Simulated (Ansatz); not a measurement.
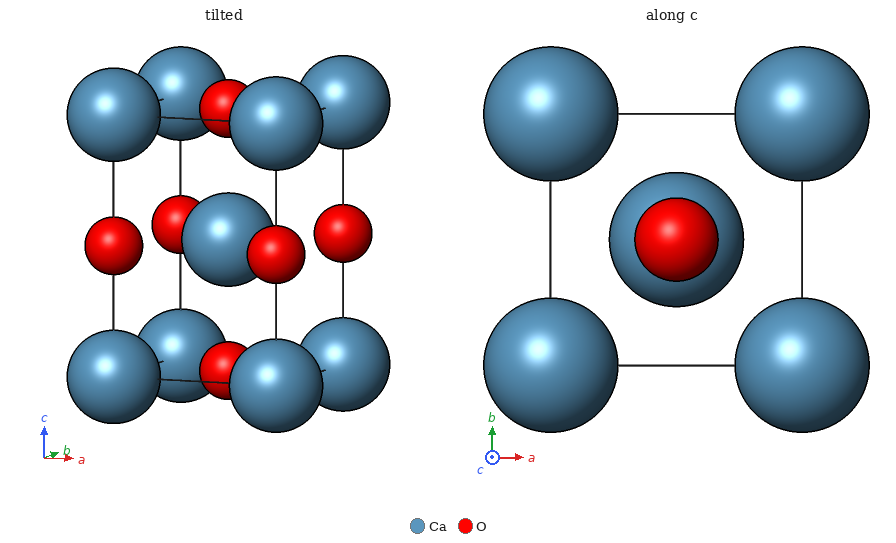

The crystal in a spheres-only representation, seen slightly off an axis and along the c axis. The conventional unit cell is drawn as a box.

CaO, space group I4/mmm (No. 139), a = 3.255 Å, b = 3.255 Å, c = 4.903 Å, α = 90.00°, β = 90.00°, γ = 90.00°. The cell started as a structure type filled with these elements by a generator (whether the compound takes this form wasn't checked). The cell was then strained or its atoms displaced on purpose. It was run through Ansatz as a DFT input.

This one geometry was computed with Ansatz (DFT, plane waves, PAW) at three levels of theory: HSE06, PBE and r2SCAN. It was relaxed with r2SCAN and then strained.

Question: Which level gives the highest pressure at this volume, and what does that say about its equilibrium volume?

Answer: Highest: PBE (11.4 GPa), which points to the largest equilibrium volume. Lowest, with the smallest volume: HSE06 (9.2 GPa) and r2SCAN (9.1 GPa). Levels within 0.5 GPa of each other can't be told apart.

Question: How does the band gap change with the level of theory?

Answer: PBE: a gap of 3.52 eV, indirect; r2SCAN: a gap of 4.07 eV, indirect; HSE06: a gap of 5.20 eV, indirect.

Question: Collect the results in a table.

Answer:
| level | cutoff (eV) | k-mesh of the run's cell | gap (eV) | pressure (GPa) |
| --- | --- | --- | --- | --- |
| HSE06 | 420 | 6×6×6 | 5.20 | 9.2 |
| PBE | 420 | 10×10×10 | 3.52 | 11.4 |
| r2SCAN | 500 | 10×10×10 | 4.07 | 9.1 |

Gaps are taken on the k-mesh or band path of each run.
